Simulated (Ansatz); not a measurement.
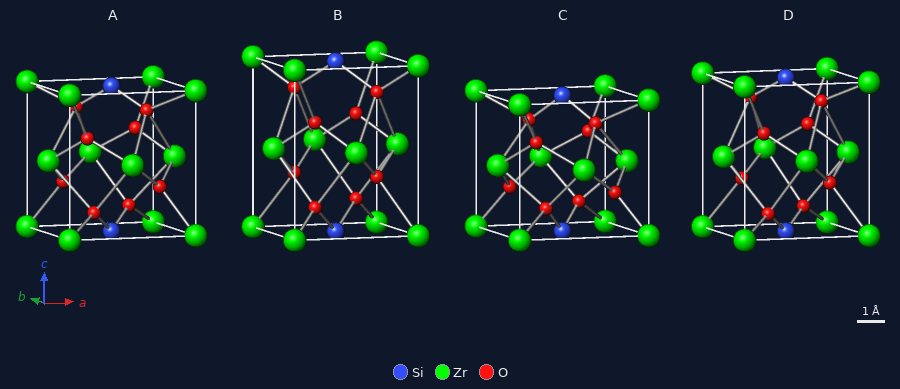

4 geometries from one relaxation of crystalline Zr$_{3}$SiO$_{8}$ (set up in P-42m), in shuffled order. The picture is a ball-and-stick view of the cell of the calculation, seen slightly off an axis.

Case: 1 of 4 Zr sites taken by Si, cell and atoms relaxed.

The calculation used Ansatz 0.2.0, DFT PBE, scalar-relativistic, plane waves, PAW. (plane-wave cutoff 420 eV; k-point mesh 6 × 6 × 4; occupations gaussian; smearing width 0.02 eV; no spin polarisation; cell and atoms relaxed; force threshold 0.015 eV/Å; at most 60 steps)

Order the frames from highest to lowest energy.

B, D, A, C. They are steps 0, 2, 3, 9, at +527 meV per atom, +141 meV per atom, +58.1 meV per atom relative to the last. The largest moves relative to the cell, 0.43 Å, are those of O atoms. Zr and Si stay in place. The volume changes by −13.1 %, with a = b 4.844 → 5.058 Å (+4.4 %), c 6.350 → 5.060 Å (−20.3 %). Some distances before and after: O–Zr 2.721 → 2.081 Å, O–Zr 2.014 → 2.405 Å, O–Si 2.014 → 1.686 Å, O–Zr 2.721 → 2.406 Å. Bond angles that change, for instance: Zr–O–Zr 114.2° → 96.1°, Zr–O–Zr 78.0° → 96.0°, O–Si–O 116.5° → 109.5°. The space group (tolerance 0.01 Å) goes from P-42m (No. 111) to P-43m (No. 215). Over 7 accepted moves (9 points after the start) the energy falls by 527 meV per atom. The largest force component goes from 3.4 to 0.00096 eV/Å. Pressure: −8.27 GPa at the start and 0.03 GPa at the end. The SCF was repeated twice at an unchanged geometry on a basis and grid sized afresh for the cell, which shifted the energy by 1.3 meV per atom at most. The run took 120 s on 2 threads of Intel(R) Xeon(R) Platinum 8375C CPU @ 2.90GHz (Ice Lake), with other jobs on the host, peak memory 0.58 GiB.

Limits of the set-up: layers or molecules are held without a dispersion correction, so their spacing is unreliable.
